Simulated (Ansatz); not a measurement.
System: FeO, space group Fm-3m (No. 225) (one of a set of cubic test structures, which need not be the stable phase).

Calculation (Ansatz 0.2.0 development build): equation of state of a cubic crystal from periodic Kohn-Sham density functional theory without spin, third-order Birch-Murnaghan fit to the free energies; pressure corrected for the finite basis. Level: r2SCAN.

| setting | value |
| --- | --- |
| structure type | rock salt |
| atoms in cell | 2 |
| space group number | 225 |
| lattice centring | face-centred primitive |
| k mesh | 14×14×14 |
| occupation method | Fermi–Dirac |
| occupation width | 0.1 eV |
| wave cutoff | 1060 eV |
| datasets | hand-made PAW |
| density tolerance | 1e−09 eV |
| bands | 15 |
| density cutoff ratio | 5 |
| search for lower states | default |
| xc grid level | 2 |

What does the calculation give for the energy above the lowest point and pressure against volume? The volume takes the values 7.8824, 8.1395, 8.3965, 8.6535, 8.9106 Å³/atom.

A third-order Birch–Murnaghan fit gives V0 = 8.48 Å³/atom, B0 = 252 GPa and B′ = 4.4. The energy above the lowest point is 37.1 meV/atom at volume 7.8824 Å³/atom and 15.2 meV/atom at 8.9106 Å³/atom; the lowest computed point is at volume 8.3965 Å³/atom (0.0 meV/atom). The pressure falls from 21.6 GPa at volume 7.8824 Å³/atom to −11.2 GPa at 8.9106 Å³/atom, and changes sign near 8.48 Å³/atom.

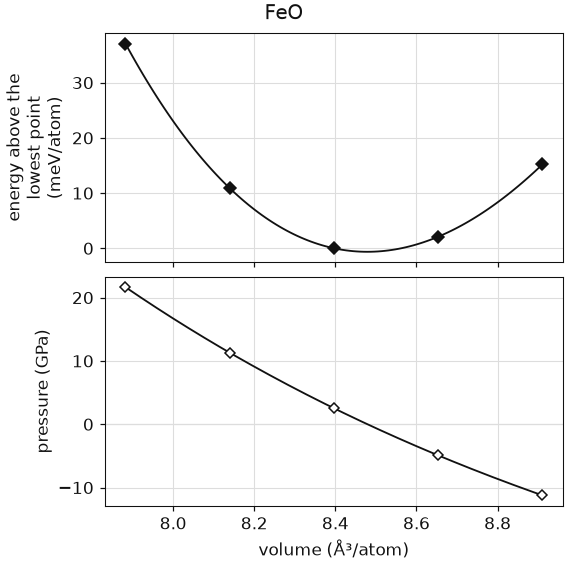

Keep in mind: known magnet treated without spin, far from its ground state; modest k-mesh, values are not fully converged in k.
